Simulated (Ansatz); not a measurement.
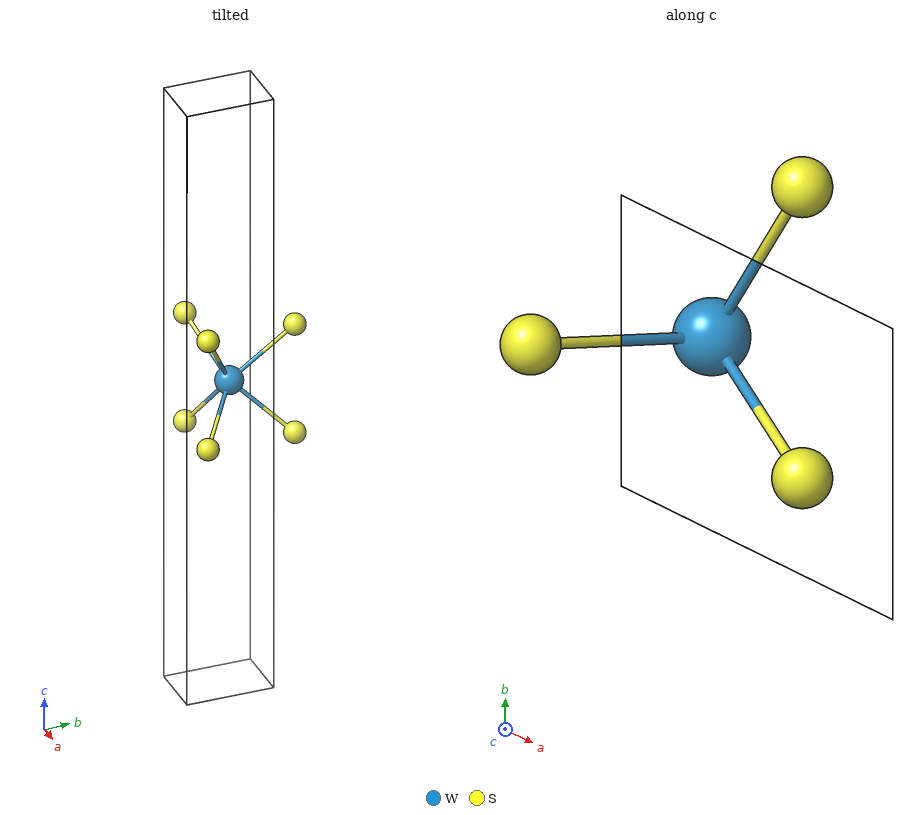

Ball-and-stick drawing of the structure, looking slightly off an axis and along the c axis. Atoms at the boundary of the simulation cell (the box) are drawn once for each face, edge or corner they touch. Some atoms of the next cells are drawn as well. Cell: a = 3.187 Å, b = 3.064 Å, c = 16.951 Å, α = 90.00°, β = 90.00°, γ = 116.19°.

Describe the arrangement of the atoms.

The solid is WS2. Cell content 1 W, 2 S; Z = 1. Each W atom is coordinated by six S in a trigonal prismatic arrangement at about 2.4 to 2.5 Å. The neighbours of S are three W in a trigonal pyramidal arrangement at about 2.4 to 2.5 Å. Not all metal-metal contacts are counted. The bonds build WS2 layers parallel to (001).

The initial geometry was a structure listed in the Materials Project. The cell was then strained or its atoms displaced on purpose. It went into a calculation with Ansatz.

At this level of theory the run's own cell isn't at rest (forces up to 0.6 eV/Å), so its distances can differ from those at equilibrium, the more so the softer the solid.
